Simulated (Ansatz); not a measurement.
## Electronic structure of H12CO5 (amorphous cell) in real space

```yaml
crystal:
  lattice:
    - [6.24111, 0.00000, 0.00000]
    - [0.00000, 6.24111, 0.00000]
    - [0.00000, 0.00000, 6.24111]
  atoms:
    - { symbol: O, position: [0.43977, 0.78338, 0.41880] }
    - { symbol: H, position: [0.56266, 0.73337, 0.32950] }
    - { symbol: H, position: [0.42848, 0.93639, 0.39299] }
    - { symbol: O, position: [0.78793, 0.63154, 0.20113] }
    - { symbol: H, position: [0.88987, 0.74922, 0.19161] }
    - { symbol: H, position: [0.73149, 0.62265, 0.05271] }
    - { symbol: O, position: [0.19916, 0.38599, 0.65531] }
    - { symbol: H, position: [0.16543, 0.48559, 0.54013] }
    - { symbol: H, position: [0.30725, 0.46292, 0.73765] }
    - { symbol: O, position: [0.61734, 0.73885, 0.81480] }
    - { symbol: H, position: [0.55812, 0.74756, 0.66709] }
    - { symbol: H, position: [0.69378, 0.87653, 0.83203] }
    - { symbol: C, position: [0.10757, 0.92746, 0.82433] }
    - { symbol: O, position: [0.93269, 0.05678, 0.89754] }
    - { symbol: H, position: [0.07682, 0.76256, 0.87705] }
    - { symbol: H, position: [0.96140, 0.20119, 0.84336] }
    - { symbol: H, position: [0.11899, 0.92814, 0.64826] }
    - { symbol: H, position: [0.26062, 0.98271, 0.89253] }
```

These are results of DFT PBE-D3(BJ), scalar-relativistic, plane waves, PAW (Ansatz), not measurements.

The density is the valence pseudo-density of a PAW calculation; it isn't the true density close to the nuclei.

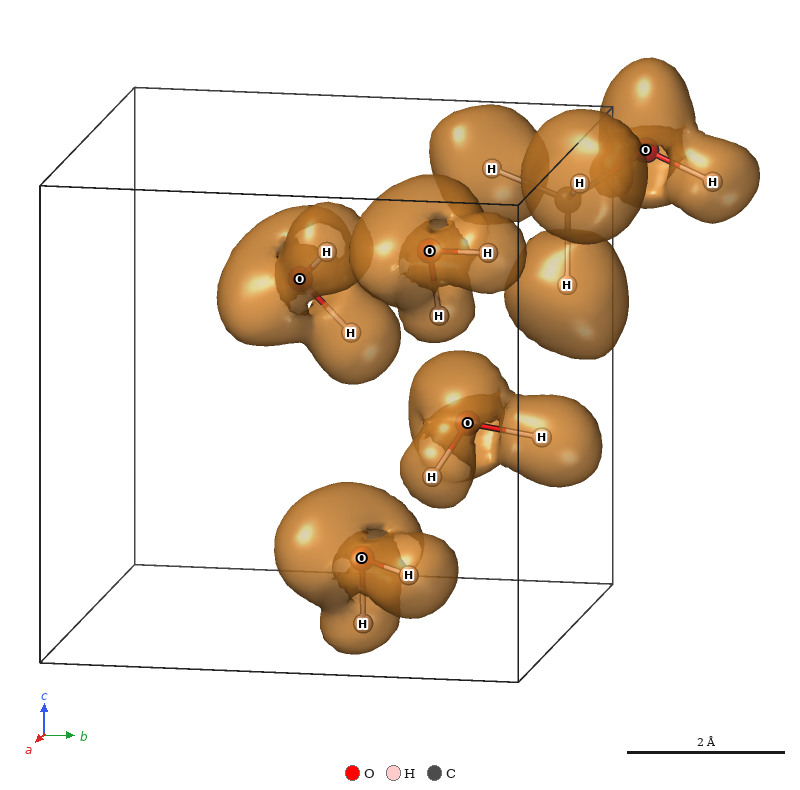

Figure 1. Isosurface of the electron localisation function at 0.75 (orange), seen slightly off an axis. Only the valence region is drawn (cores and ρ < 0.01 e/Å³ removed). Sticks mark near contacts.

> Where are the electrons localised?

At this value the surface marks out three regions around hydrogen nuclei and five joined regions spread over several atoms (H, O), in which their bonds and any lone pairs are merged, counted in one cell of 18 atoms. Any copies at cell faces, edges or corners count once. Profiles from the grid: O–H (0.97 Å): the ELF climbs to about 1 towards the hydrogen, as it does in any bond to H: a covalent bond by its length. C–H (1.10 Å): the ELF climbs to about 1 towards the hydrogen (an ordinary covalent bond to hydrogen).

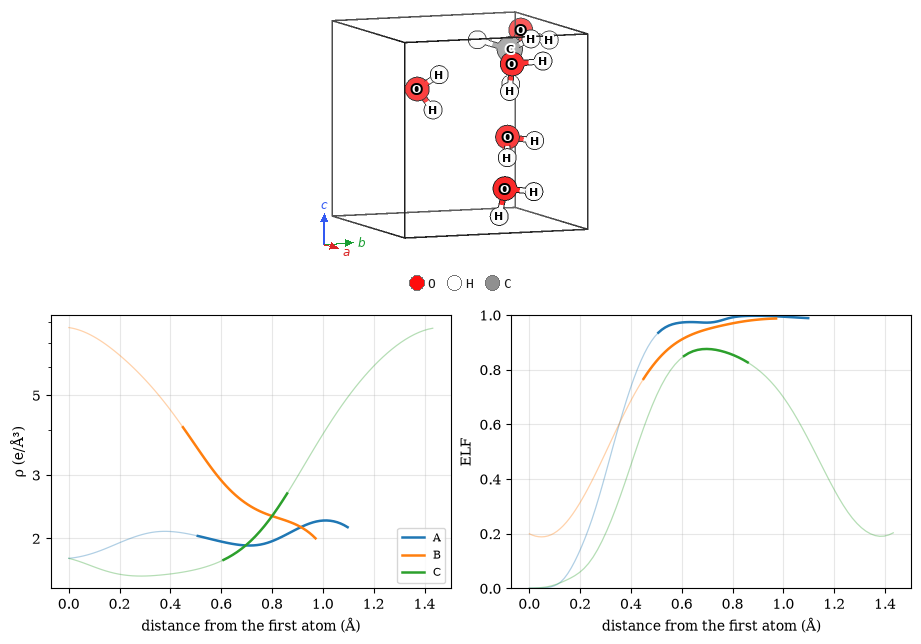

Figure 2. Valence charge density (pseudo) and electron localisation function along straight lines between neighbouring atoms. Thin, pale parts lie inside the atomic spheres. The structure is drawn too.

> Which curve belongs to which contact (C–H, C–O and O–H)? The first atom named is at distance zero.

Curve A: C–H (1.10 Å): the density is about 2 e/Å³ at the midpoint; the ELF climbs to about 1 towards the hydrogen: a covalent bond by its length. Curve B: O–H (0.97 Å): the density is about 3.7 e/Å³ at the midpoint; the ELF climbs to about 1 towards the hydrogen (an ordinary covalent bond to hydrogen). Curve C: C–O (1.43 Å): ρ is about 2 e/Å³ halfway; the ELF peaks at about 0.90 between the atoms: a polar covalent bond.

> Does the calculation make it a metal, or give it a gap?

It is gapped, with a Kohn–Sham gap of 4.5 eV at the Γ point, the only k-point used.
